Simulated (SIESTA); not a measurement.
**Energy of Fe along an even scaling of the cell**

System: Fe (1 atom in the cell).
Method: Kohn-Sham DFT of a periodic cell, PBE, PseudoDojo 0.4 standard, converted to PSML, spin-polarised (SIESTA 5.4.2).

The 7 runs differ only in the geometry, by an even scaling of the cell at fixed fractional positions. The structure derives from an entry of the Crystallography Open Database.

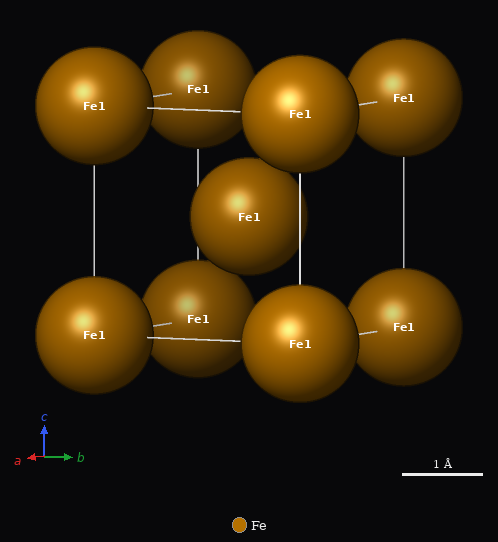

Figure 1. The structure of run 4 (spheres-only view of the cell 2 times as large as that of the calculation, set on its symmetry axes, seen at an oblique angle; atoms are numbered from 1 in the order of the input).

**Input of run 4**
```
SystemName                      Fe
SystemLabel                     Fe
NumberOfSpecies                 1
NumberOfAtoms                   1
%block ChemicalSpeciesLabel
  1  26 Fe
%endblock ChemicalSpeciesLabel

LatticeConstant                 1.0 Ang
%block LatticeVectors
    -1.4430000000     1.4430000000     1.4430000000
     1.4430000000    -1.4430000000     1.4430000000
     1.4430000000     1.4430000000    -1.4430000000
%endblock LatticeVectors
AtomicCoordinatesFormat         Fractional
%block AtomicCoordinatesAndAtomicSpecies
     0.0000000000     0.0000000000     0.0000000000  1  Fe
%endblock AtomicCoordinatesAndAtomicSpecies

%block kgrid.MonkhorstPack
    9   0   0  0.0
    0   9   0  0.0
    0   0   9  0.0
%endblock kgrid.MonkhorstPack
XC.Functional                   GGA
XC.Authors                      PBE
PAO.BasisSize                   DZP
PAO.EnergyShift                 0.002 Ry
Mesh.Cutoff                     800 Ry
Spin                            polarized
%block DM.InitSpin
    1   3.000
%endblock DM.InitSpin
OccupationFunction              FD
ElectronicTemperature           0.05 eV
MaxSCFIterations                200
SCF.MustConverge                false
SCF.Mixer.Method                Pulay
SCF.Mixer.Weight                0.1
SCF.Mixer.History               10
SCF.DM.Tolerance                5.0e-05
SCF.H.Tolerance                 1.0e-03 eV
WriteForces                     true
Charge.Mulliken                 end
```

Command:
```bash
siesta Fe.fdf > Fe.out 2>&1
```

Run 5 differs from it as follows:
```diff
-    -1.4430000000     1.4430000000     1.4430000000
-     1.4430000000    -1.4430000000     1.4430000000
-     1.4430000000     1.4430000000    -1.4430000000
+    -1.4525565699     1.4525565699     1.4525565699
+     1.4525565699    -1.4525565699     1.4525565699
+     1.4525565699     1.4525565699    -1.4525565699
```

**Results, with one run withheld**

```csv
run,volume per atom (Å³),"free energy per atom, from the lowest run given (meV)",pressure (GPa)
1,11.298,0.00,0.15
2,11.538,0.43,−0.68
3,11.778,3.37,−3.05
4,12.019,9.14,−4.62
5,12.259,?,?
6,12.499,31.25,−10.70
7,12.740,48.74,−12.82
```

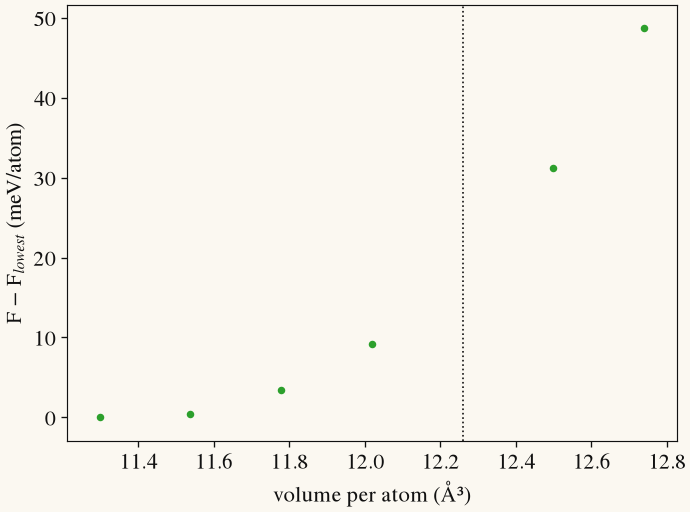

Figure 2. Free energy per atom of the runs given; the dotted line marks run 5.

Estimate the energy of run 5 from the others.

A cubic polynomial in V^(−2/3) (the Birch–Murnaghan form), fitted to the 6 runs given, misses them by at most 0.11 meV per atom. With x = V^(−2/3) − 0.19120 Å⁻², it reads F = 7.3865 − 2561.8 x + 2.7363e+05 x² − 8.5225e+06 x³ (meV per atom). At run 5 it gives 18.26 meV per atom, and the run itself gives 17.66. The slope of the fit gives a pressure −dF/dV of −7.39 GPa there, and the run prints −7.18 GPa. The two needn't agree exactly: the fit is approximate, and the printed stress is taken on a finite basis. The fit has its minimum at 11.340 Å³ per atom, where V d²F/dV² gives 47.7 GPa: the bulk modulus at this level, since symmetry fixes the shape and the positions. So low a polynomial doesn't follow these energies more closely.

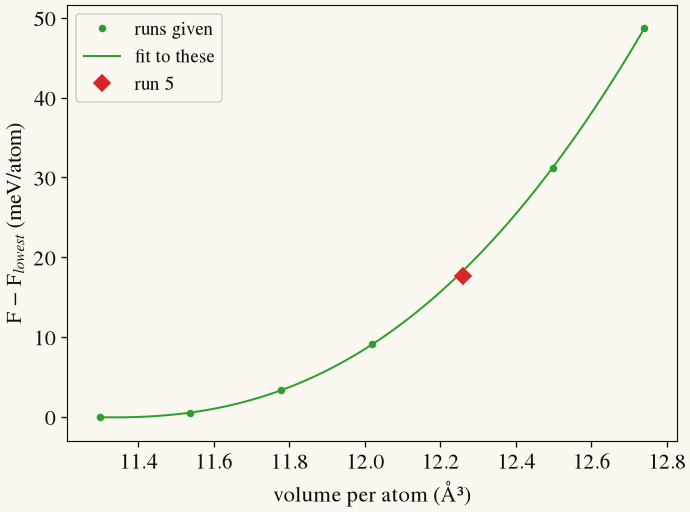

Figure 3. The fit and the withheld run.

**Some lines of the output (run 5)**
```
[...]
outcell: Cell volume (Ang**3)        :     12.2591
stepf: Fermi-Dirac step function
siesta: Etot    =     -3409.475477
siesta: FreeEng =     -3409.482114
        iscf     Eharris(eV)        E_KS(eV)     FreeEng(eV)     dDmax    Ef(eV) dHmax(eV)
siesta: E_KS(eV) =            -3410.3665
siesta: E_KS - E_eggbox =     -3410.3665
siesta: Etot    =     -3410.366483
siesta: FreeEng =     -3410.373631
siesta:         Fermi =      -6.388121
siesta: Cell volume =         12.259116 Ang**3
    Orbital volume contribution        =           1.030726 eV
```

Notes: Points of doubt noted for this run: mulliken charges of long orbitals. With a small basis of atomic orbitals these values can differ much from converged plane-wave results.
